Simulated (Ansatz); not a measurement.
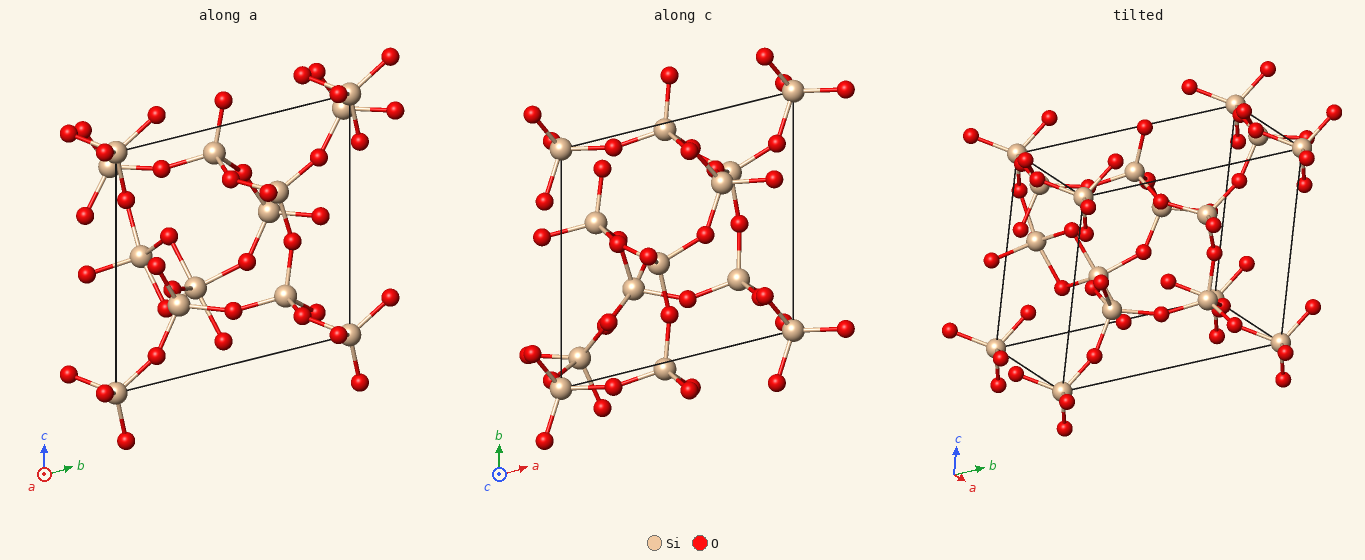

We look at a ball-and-stick model of the crystal along the a axis, along the c axis and slightly off an axis. The parallelepiped is the simulation cell. Some atoms of the next cells are drawn as well.

What can be read from this drawing?

- The stoichiometry is Si$_{9}$O$_{19}$.
- Its symmetry is the lowest possible, P1.
- Counting shared atoms by their share gives 9 Si, 19 O, or 28 atoms.
- Around each O lie two Si in a bent arrangement.
- The bonds build a three-dimensional framework.

Origin of the cell: a structure listed in the Materials Project, repeated into a supercell with a point defect put in. The atoms were relaxed in a fixed cell with DFT PBE, scalar-relativistic, plane waves, PAW (Ansatz).
